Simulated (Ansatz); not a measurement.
# Geometry relaxation, with input and output: Si (part 1 of 2)

The run: geometry relaxation of Si (slab, 4 atoms in the cell). Method and program: DFT, PBEsol, PAW with Ansatz's default frozen-core files, scalar-relativistic, no spin polarisation (Ansatz 0.2.0).

It belongs to a series of runs on one base structure; here: atoms relaxed, PAW files. Figures and captions count atoms from 1; the log counts them from 0 in places.

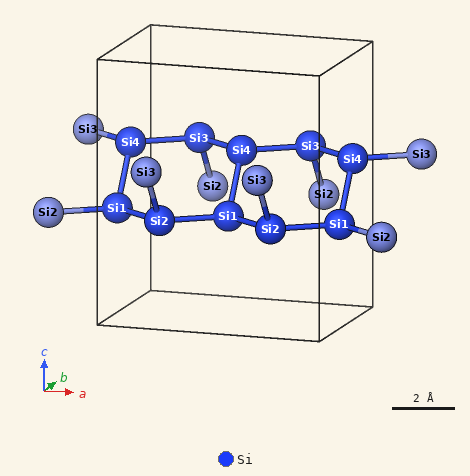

*The input geometry (ball-and-stick view of the 2 × 1 repeat of the cell, with the vacuum cut short, seen slightly off an axis; neighbours outside the cell are drawn fainter; atoms are numbered from 1 in the order of the input).*

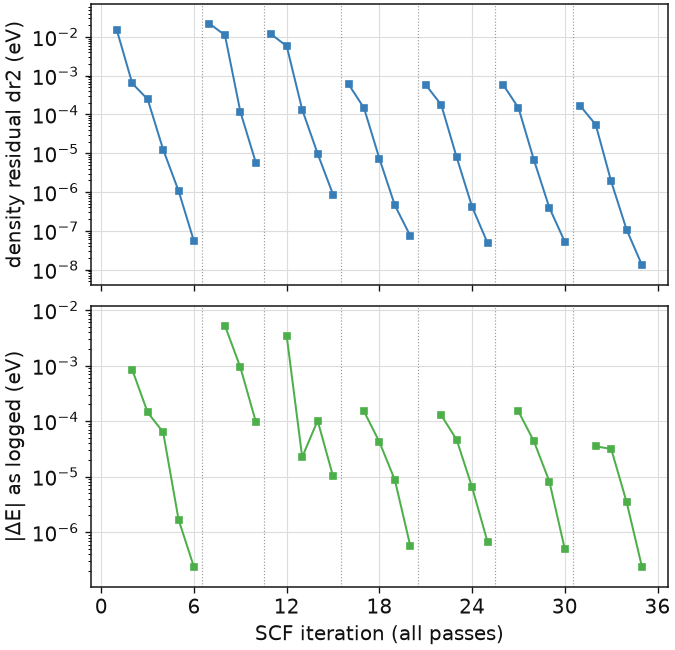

*Convergence of the self-consistent field: density residual dr2 and size of the energy change against the SCF iteration. The dotted lines part the SCF passes of the relaxation: geometry steps, rejected trials and re-solves on a re-selected basis.*

The 7 passes take 4 to 6 iterations each, 35 in all.

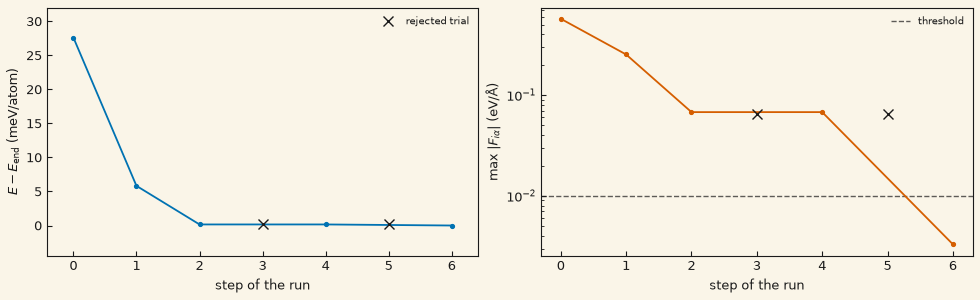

*Progress of the relaxation, step by step (the first geometry is step 0 here and step 1 in the log).*

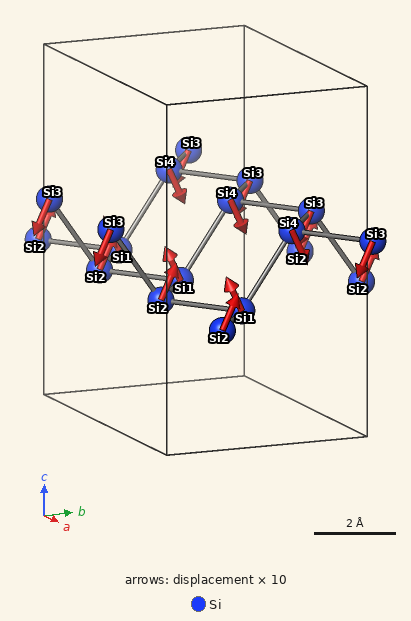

*The starting structure with the displacements as red arrows, magnified 10 times (ball-and-stick view of the 2 × 1 repeat of the cell, with the vacuum cut short, with bonded neighbours outside it, seen slightly off an axis).*

The largest moves, 0.10 Å, are those of Si1, Si2, Si3 and Si4. The lattice vectors keep their values. Distances before and after: Si1–Si4 2.353 → 2.259 Å, Si1–Si2 2.353 → 2.304 Å. Among the angles that change: Si2–Si1–Si2 109.5° → 113.0°. The energy falls by 27.6 meV per atom in 6 geometry steps. Largest force component: 0.57 eV/Å at the start, 0.0033 eV/Å at the end. The line search rejected the trial steps at points 3, 5 (counted from 0) and went back. (Atoms are counted from 1 in the order of the input.)

These pictures come from the run below.

Input:
```yaml
crystal:
  lattice:
    - [3.8424174448, 0.0, 0.0]
    - [0.0, 5.4339988627, 0.0]
    - [0.0, 0.0, 17.9212]
  atoms:
    - { symbol: Si, position: [0.0, 0.375, 0.4463984353] }
    - { symbol: Si, position: [0.5, 0.125, 0.4463984353] }
    - { symbol: Si, position: [0.5, 0.875, 0.5536015647] }
    - { symbol: Si, position: [0.0, 0.625, 0.5536015647] }
kpoints:
  mp_grid: { grid: [7, 5, 1] }
scf:
  occupations: { method: fermi_dirac, width: 0.02 }
hamiltonian:
  xc: pbesol
  pseudopotentials: { kind: paw }
output:
  forces: true
  stress: true
  eigenvalues: true
relax:
  f_tol: 0.01
  max_steps: 40
efield:
  axis: 3
  amplitude: 0
  dipole_correction: true
```

Launch command:
```bash
ansatz run input.yaml --threads 1 --pin off --max-ram 3584MiB --backend cpu --events-out ev --progress --plain --runs-dir out
```

Log:
```
Warning: output.stress: scf.convergence.dr2_threshold = 1e-7 eV (the SCF's general default) is looser than the 4e-10 eV advised for a printed stress (1e-10 eV for each atom of the cell: 4). What an SCF threshold leaves in a stress goes as its square root, and in the free energy as the threshold itself, and one threshold admits the most on a small cell: of the crystals measured, under no hybrid functional and no lock of the moments, on runs that ended without the residual-converged pass, on stresses that held no estimate of that error, the worst erred by over 100 MPa in a component at 1e-7 eV an atom and by under 5 at 1e-10. Every solve of this run answers to scf.convergence.dr2_threshold, and the tensor of one is reported: a single SCF on the reported geometry and on this run's grids (its basis.xc_grid and basis.ecutrho_ratio typed), with scf.convergence.dr2_threshold at 4e-10 eV or tighter, prints it and tightens no other solve. Else set scf.convergence.dr2_threshold to 4e-10 eV or tighter. The threshold is an SCF's pass mark: one that does not reach it within its budget of iterations ends unconverged, or closes short of it on a stop that the run arms, and scf.convergence.dr2_threshold's page says what that costs each kind of run
Engine: ansatz 0.2.0, aarch64-unknown-linux-gnu
Pseudopotentials: kind: paw
Pseudopotential: Si, paw, valence charge 4, recommended cutoff 420 eV (normal), Si.paw.azcp
Functional definition: PBEsol
  exchange = pbesol_x
  correlation = pbesol_c
Crystal: 4 atoms, lattice volume = 374.189 Å³
Basis set: ecut = 420 eV, 7301 PW (Γ), exchange–correlation on 54×80×240 points (8 copies of the dense FFT grid, shifted against one another)
Bands: 12, of which v1, the nominal top of the filled ones, is band 8 counted from 1 (7 counted from 0)
Symmetry: 4 space group operations
k-points: 12 of 35
Non-local potential: Si, projectors of the file, l = 0: 2, l = 1: 2, l = 2: 2
PAW form: soft (Blöchl's): semilocal exchange-correlation on the pseudo side does not see the compensation charge
PAW frozen core: Si, regenerated for the run's functional, and the local potential with it (the file was generated under x = pbe(κ = 0.804, μ = 0.2195149727645171), c = pbe(β = 0.06672455060314922))
PAW one-centre angular grid: Si, 110 points (default); XC on 64 Gauss nodes
Initial density: superposition of atomic densities (neutral atoms: chi_scale 0, normalization atom), corrected by the library's trained network
Initial wavefunctions: pseudopotential atomic-orbital guess
Functional: x = pbesol(κ = 0.804, μ = 0.12345679012345678), c = pbesol(β = 0.046)
SCF iter   1: F=—  HF=-2482.017728 eV  |F-HF|=—  |Δ(HF+E_count)|=         —  Δρ=1.66e-3  dr2=1.51e-2  ethr=1.77e-3  p=0.000 e·Å  D=6.00e-16 V/Å  ΔV_dip=-0.00 eV  dr2_dipole=3.49e-8  V_vac-E_F(+/−)=4.83/4.83 eV  ⟨swp⟩=9.3  Hψ=1324  notcnv=0
efield: sawtooth ramp at fractional position 0.9500 (placed from the atoms, in the widest stretch of the axis that holds none; the zero of the levels goes with the place), width 0.1000; the density the first Hamiltonian is built on has a dipole p = 0.000 e·Å; the dipole correction subtracts the counter field D = 6.00e-16 V/Å, which shifts the + side's vacuum level by -0.00 eV against the − side's; the planar-averaged density in the ramp window peaks in size at 1.5e-5 e/Å³
preconditioner: auto → LDOS  [insulator: Δε(μ)=0.166 eV  Ē_g=6.507 eV  σ=0.020 eV  W_gap=0.96  n_scr=22 (ndim 8)  ℏωp=7.7 eV  f_vac=0.625  D(μ)=0.30/eV (n_scr^D=2)  ε∞_Penn≈2.4  β→1.0]
SCF iter   2: F=—  HF=-2482.018567 eV  |F-HF|=—  |Δ(HF+E_count)|=   8.39e-4  Δρ=3.80e-4  dr2=6.34e-4  ethr=9.42e-5  p=-0.000 e·Å  D=-3.37e-5 V/Å  ΔV_dip=0.00 eV  dr2_dipole=2.42e-7  V_vac-E_F(+/−)=4.78/4.78 eV  ⟨swp⟩=3.1  Hψ=379  notcnv=0
SCF iter   3: F=—  HF=-2482.018710 eV  |F-HF|=—  |Δ(HF+E_count)|=   1.43e-4  Δρ=1.57e-4  dr2=2.46e-4  ethr=3.96e-6  p=0.000 e·Å  D=4.82e-5 V/Å  ΔV_dip=-0.00 eV  dr2_dipole=4.36e-7  V_vac-E_F(+/−)=4.78/4.78 eV  ⟨swp⟩=2.2  Hψ=267  notcnv=0
SCF iter   4: F=—  HF=-2482.018646 eV  |F-HF|=—  |Δ(HF+E_count)|=   6.32e-5  Δρ=4.08e-5  dr2=1.25e-5  ethr=1.54e-6  p=-0.000 e·Å  D=-1.84e-5 V/Å  ΔV_dip=0.00 eV  dr2_dipole=6.25e-8  V_vac-E_F(+/−)=4.77/4.77 eV  ⟨swp⟩=2.1  Hψ=215  notcnv=0
iter 5 did not close the SCF: its close was put off for the readings that it lacked (scf_convergence_deferred on its scf_iter line)
SCF iter   5: F=-2482.018645 eV  HF=-2482.018645 eV  |F-HF|=2.11e-7  |Δ(HF+E_count)|=   1.68e-6  Δρ=1.04e-5  dr2=1.07e-6  ethr=7.83e-8  p=0.000 e·Å  D=1.36e-5 V/Å  ΔV_dip=-0.00 eV  dr2_dipole=3.55e-8  V_vac-E_F(+/−)=4.77/4.77 eV  ⟨swp⟩=2.1  Hψ=235  notcnv=0
SCF iter   6: F=-2482.018645 eV  HF=-2482.018645 eV  |F-HF|=3.45e-8  |Δ(HF+E_count)|=   2.33e-7  Δρ=2.31e-6  dr2=5.32e-8  ethr=6.68e-9  p=-0.000 e·Å  D=-4.94e-6 V/Å  ΔV_dip=0.00 eV  dr2_dipole=4.44e-9  V_vac-E_F(+/−)=4.77/4.77 eV  ⟨swp⟩=4.2  Hψ=766  notcnv=0
SCF 1 converged in 6 iterations: F = -2482.018645 eV  dr2 = 5.32e-8
  greatest PAW one-centre occupation: 0.675 electrons in one spin orbital (limit 2), on the Si atom at site 1 (counted from 0), in its partial waves of l = 0
relax step   1: F+E_penalty+E_count = -2482.01864501 eV  Δ(F+E_penalty+E_count) = +0.000e0 eV  max|allowed force component| = 5.726e-1 eV/Å  Δτ_max = 0.0000 Å  (6 SCF iters, dr2 threshold 2.50e-6 eV, accepted)
Initial density: handed on by an earlier stage of this run
Initial wavefunctions: those handed on with the density
iter 1 solved again at ethr=1.34e-4 eV; its pass at ethr=3.10e-3 eV (dr2=2.14e-2 eV) is discarded
SCF iter   1: F=—  HF=-2482.111855 eV  |F-HF|=—  |Δ(HF+E_count)|=         —  Δρ=1.83e-3  dr2=2.20e-2  ethr=1.34e-4  p=-0.000 e·Å  D=-4.94e-6 V/Å  ΔV_dip=0.00 eV  dr2_dipole=3.72e-9  V_vac-E_F(+/−)=4.72/4.72 eV  ⟨swp⟩=1.8  Hψ=812  notcnv=0
efield: sawtooth ramp at fractional position 0.9500 (handed on by an earlier solve), width 0.1000; the density the first Hamiltonian is built on has a dipole p = -0.000 e·Å; the dipole correction subtracts the counter field D = -4.94e-6 V/Å, which shifts the + side's vacuum level by +0.00 eV against the − side's; the planar-averaged density in the ramp window peaks in size at 2.0e-7 e/Å³
preconditioner: auto → LDOS  [metal: Δε(μ)=0.031 eV  Ē_g=6.639 eV  σ=0.020 eV  W_gap=0.35  n_scr=22 (ndim 8)  ℏωp=7.7 eV  f_vac=0.638  D(μ)=3.35/eV (n_scr^D=12)  β→1.0]
SCF iter   2: F=—  HF=-2482.106619 eV  |F-HF|=—  |Δ(HF+E_count)|=   5.24e-3  Δρ=1.17e-3  dr2=1.11e-2  ethr=1.34e-4  p=-0.000 e·Å  D=-9.14e-7 V/Å  ΔV_dip=0.00 eV  dr2_dipole=1.98e-10  V_vac-E_F(+/−)=4.69/4.69 eV  ⟨swp⟩=3.2  Hψ=322  notcnv=0
SCF iter   3: F=—  HF=-2482.105692 eV  |F-HF|=—  |Δ(HF+E_count)|=   9.27e-4  Δρ=1.66e-4  dr2=1.17e-4  ethr=6.97e-5  p=-0.000 e·Å  D=-1.20e-6 V/Å  ΔV_dip=0.00 eV  dr2_dipole=1.62e-10  V_vac-E_F(+/−)=4.70/4.70 eV  ⟨swp⟩=3.0  Hψ=296  notcnv=0
SCF iter   4: F=-2482.105794 eV  HF=-2482.105789 eV  |F-HF|=5.11e-6  |Δ(HF+E_count)|=   9.71e-5  Δρ=2.87e-5  dr2=5.72e-6  ethr=1.28e-7  p=-0.000 e·Å  D=-4.47e-7 V/Å  ΔV_dip=0.00 eV  dr2_dipole=1.92e-11  V_vac-E_F(+/−)=4.70/4.70 eV  ⟨swp⟩=6.2  Hψ=995  notcnv=0
SCF 2 converged in 4 iterations: F = -2482.105794 eV  dr2 = 5.72e-6
  greatest PAW one-centre occupation: 0.674 electrons in one spin orbital (limit 2), on the Si atom at site 1 (counted from 0), in its partial waves of l = 0
relax step   2: F+E_penalty+E_count = -2482.10579383 eV  Δ(F+E_penalty+E_count) = -8.715e-2 eV  max|allowed force component| = 2.531e-1 eV/Å  Δτ_max = 0.0547 Å  (4 SCF iters, dr2 threshold 2.05e-5 eV, accepted)
SCF iter   1: F=—  HF=-2482.131742 eV  |F-HF|=—  |Δ(HF+E_count)|=         —  Δρ=1.35e-3  dr2=1.17e-2  ethr=7.73e-4  p=-0.000 e·Å  D=-4.47e-7 V/Å  ΔV_dip=0.00 eV  dr2_dipole=2.02e-11  V_vac-E_F(+/−)=4.61/4.61 eV  ⟨swp⟩=3.2  Hψ=539  notcnv=0
efield: sawtooth ramp at fractional position 0.9500 (handed on by an earlier solve), width 0.1000; the density the first Hamiltonian is built on has a dipole p = -0.000 e·Å; the dipole correction subtracts the counter field D = -4.47e-7 V/Å, which shifts the + side's vacuum level by +0.00 eV against the − side's; the planar-averaged density in the ramp window peaks in size at 5.7e-7 e/Å³
preconditioner: auto → LDOS  [metal: Δε(μ)=0.081 eV  Ē_g=6.726 eV  σ=0.020 eV  W_gap=0.48  n_scr=22 (ndim 8)  ℏωp=7.7 eV  f_vac=0.643  D(μ)=3.06/eV (n_scr^D=12)  β→1.0]
SCF iter   2: F=—  HF=-2482.128375 eV  |F-HF|=—  |Δ(HF+E_count)|=   3.37e-3  Δρ=8.58e-4  dr2=5.75e-3  ethr=7.32e-5  p=0.000 e·Å  D=3.82e-8 V/Å  ΔV_dip=-0.00 eV  dr2_dipole=2.53e-14  V_vac-E_F(+/−)=4.59/4.59 eV  ⟨swp⟩=3.4  Hψ=410  notcnv=0
SCF iter   3: F=—  HF=-2482.128352 eV  |F-HF|=—  |Δ(HF+E_count)|=   2.25e-5  Δρ=1.53e-4  dr2=1.34e-4  ethr=3.59e-5  p=-0.000 e·Å  D=-7.17e-8 V/Å  ΔV_dip=0.00 eV  dr2_dipole=2.15e-13  V_vac-E_F(+/−)=4.60/4.60 eV  ⟨swp⟩=3.0  Hψ=295  notcnv=0
SCF iter   4: F=—  HF=-2482.128454 eV  |F-HF|=—  |Δ(HF+E_count)|=   1.02e-4  Δρ=3.53e-5  dr2=9.77e-6  ethr=8.40e-7  p=-0.000 e·Å  D=-1.31e-7 V/Å  ΔV_dip=0.00 eV  dr2_dipole=3.11e-13  V_vac-E_F(+/−)=4.60/4.60 eV  ⟨swp⟩=2.2  Hψ=251  notcnv=0
SCF iter   5: F=-2482.128465 eV  HF=-2482.128465 eV  |F-HF|=6.96e-7  |Δ(HF+E_count)|=   1.01e-5  Δρ=8.19e-6  dr2=8.58e-7  ethr=2.50e-8  p=-0.000 e·Å  D=-1.65e-7 V/Å  ΔV_dip=0.00 eV  dr2_dipole=2.16e-13  V_vac-E_F(+/−)=4.59/4.59 eV  ⟨swp⟩=8.2  Hψ=948  notcnv=0
SCF 3 converged in 5 iterations: F = -2482.128465 eV  dr2 = 8.58e-7
  greatest PAW one-centre occupation: 0.673 electrons in one spin orbital (limit 2), on the Si atom at site 3 (counted from 0), in its partial waves of l = 0
relax step   3: F+E_penalty+E_count = -2482.12846525 eV  Δ(F+E_penalty+E_count) = -2.267e-2 eV  max|allowed force component| = 6.782e-2 eV/Å  Δτ_max = 0.0411 Å  (5 SCF iters, dr2 threshold 4.00e-6 eV, accepted)
```
